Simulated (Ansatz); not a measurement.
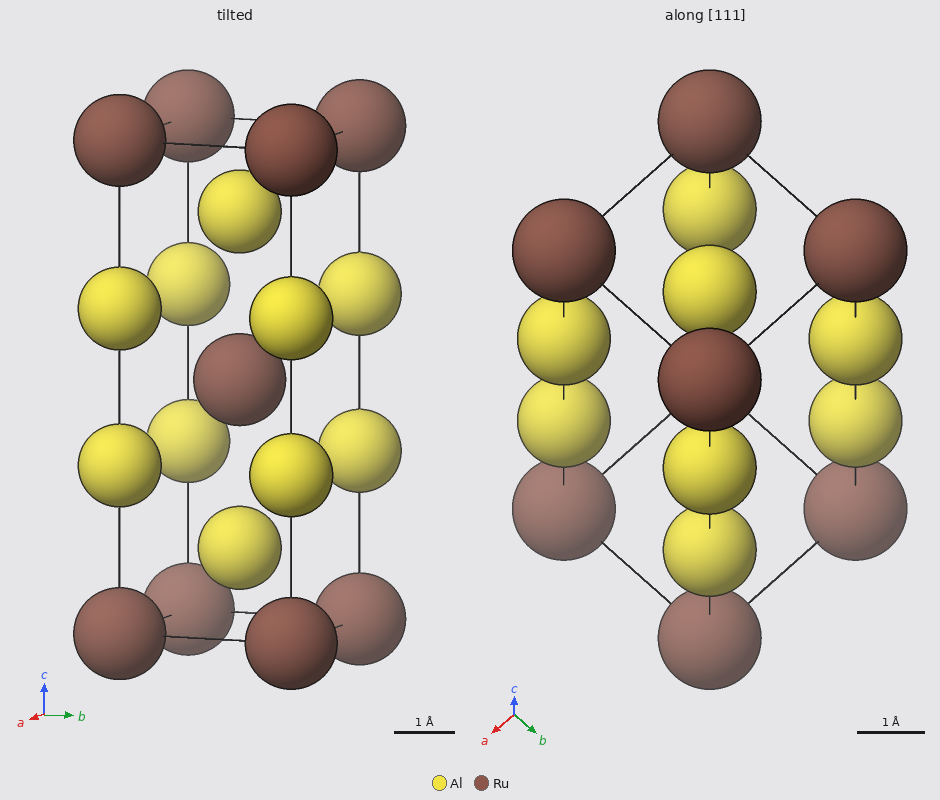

Spheres-only drawing of the structure, looking slightly off an axis and along [111]. The wireframe shows the conventional unit cell. Cell: a = 3.121 Å, b = 3.121 Å, c = 8.423 Å, α = 90.00°, β = 90.00°, γ = 90.00°.

Notes on the structure:

The solid is Al2Ru. The atoms follow space group I4/mmm (No. 139); the Bravais lattice is body-centred tetragonal. Atoms per cell: 6 (4 Al, 2 Ru).

Provenance: a structure listed in the Materials Project. Earlier steps of the study may have refined or changed the cell and positions. An electronic-structure calculation with Ansatz was run on it.
